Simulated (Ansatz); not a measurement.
As

```
CELL_PARAMETERS angstrom
3.10724 0.00000 0.00000
-1.55362 2.69095 0.00000
0.00000 0.00000 4.74851
ATOMIC_POSITIONS crystal
As 0.33333 0.66667 0.25000
As 0.66667 0.33333 0.75000
```

Space group P6₃/mmc; set up as As, hcp; a generated structure, not necessarily the stable one; changed on purpose from its base cell (volume × 1.08); computed pressure about −6 GPa in this cell.

All numbers below come from DFT, PBEsol, plane waves (420 eV) with PAW, scalar-relativistic (Ansatz 0.2.0).

In a PAW calculation such maps are meaningful between the atoms, not at the nuclei.

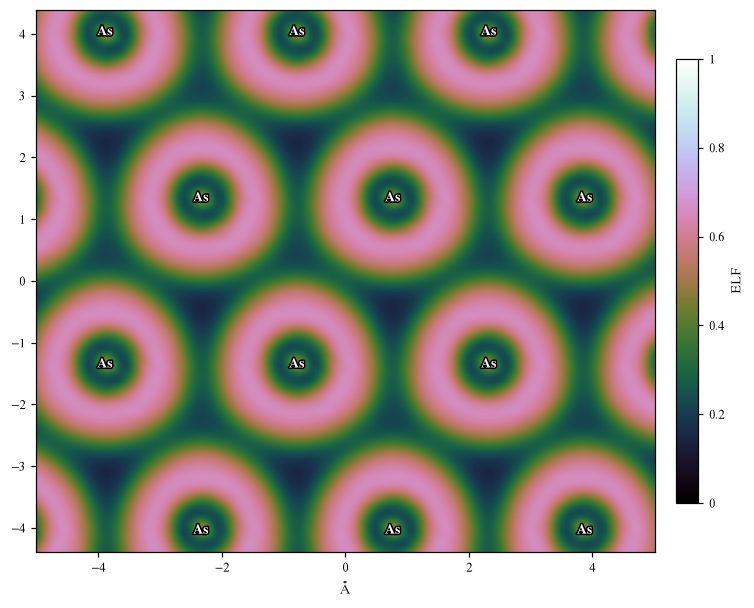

Figure 1. Electron localisation function on the (001) plane of the conventional cell.

### What do the fields say about this system?

- Atoms in the plane: As.
- As–As (3.11 Å): the ELF is about 0.25 at the midpoint.

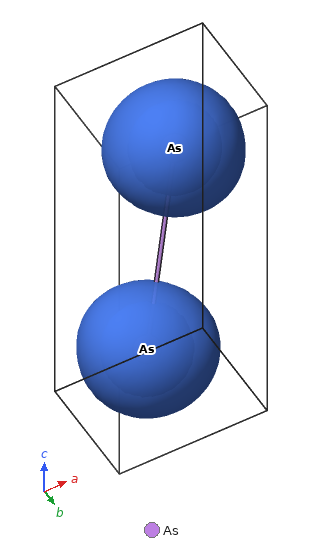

Figure 2. Isosurface of the electron localisation function at 0.6 (blue), seen at an oblique angle. Only the valence region is drawn (cores and ρ < 0.01 e/Å³ removed). Sticks mark near contacts.

### Describe the localisation domains.

The surface consists of two regions wrapped around As (the valence shell of each), counted in one cell of 2 atoms. Any copies at cell faces, edges or corners count once. Along the contacts the grid gives the following. As–As (2.98 Å): the ELF is about 0.35 at the midpoint.

### Does the calculation make it a metal, or give it a gap?

It is metallic or semimetallic at this level of theory: no gap opens.
